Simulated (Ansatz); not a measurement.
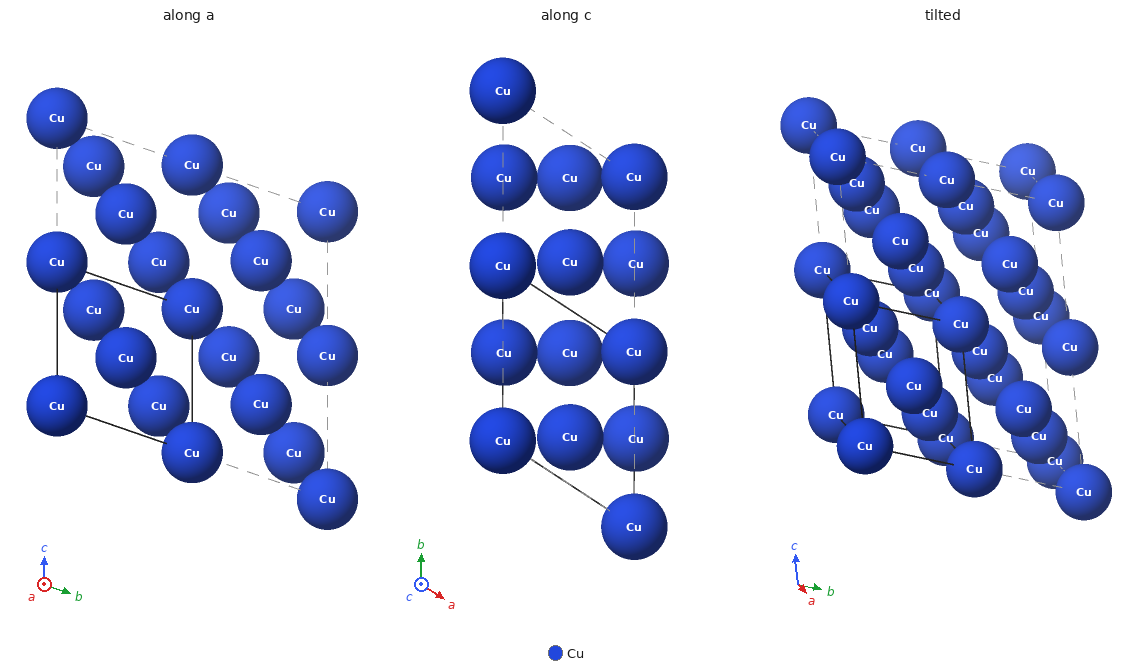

Crystal structure, spheres-only style, seen along the a axis, along the c axis and slightly off an axis. The unit cell (solid box) is repeated to 1×2×2 cells. Cell: a = 4.028 Å, b = 3.932 Å, c = 3.989 Å, α = 91.70°, β = 118.75°, γ = 117.71°.

What can be read from this drawing?

The element is copper. All rotations and mirrors are lost; the group is P1. It is a distorted form of a body-centred cubic structure, space group Im-3m (No. 229) within 0.45 Å: body-centred cubic (W type). The cell holds four atoms.

Its origin is a structure listed in the Materials Project. The cell was then strained or its atoms displaced on purpose. It was set up as input for a calculation with Ansatz.
